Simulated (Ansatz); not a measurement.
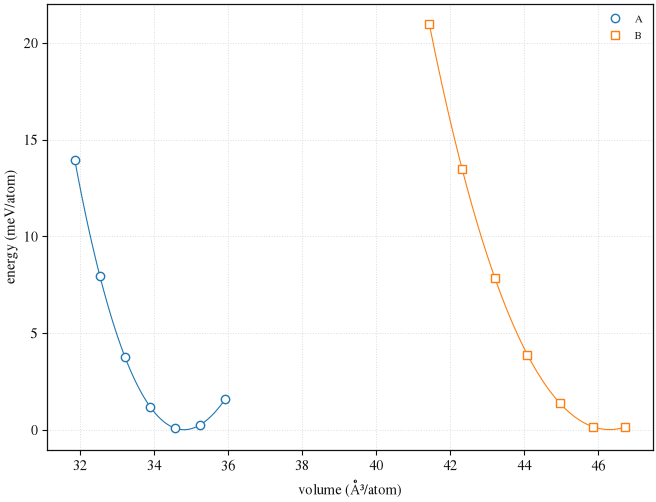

The figure compares two calculations of the energy against volume, each curve from its own zero. The first is for KI, space group Fm-3m (No. 225).

The cell holds 2 atoms.

Computed with Ansatz 0.2.0: all-electron LAPW DFT, no spin polarisation; energies at scaled volumes of the given cell, shape and fractions fixed, counted from the fit's minimum, third-order Birch-Murnaghan fit. Level: PBE.

k mesh 7×7×7; occupations Fermi–Dirac; smearing width 0.05 eV; potentials all electron LAPW, scalar relativistic; program settings basis error eV/atom 0.0005.

In the second, K is replaced by Na on all its sites, which gives NaI in the same structure.

Which of A and B is the second calculation, and what did the change do?

Answer. A. The equilibrium volume falls from 46.31 to 34.81 Å³/atom (−25 %) and the bulk modulus rises from 10.6 to 15.1 GPa (+42 %).

V0 and the bulk modulus come from third-order Birch–Murnaghan fits.
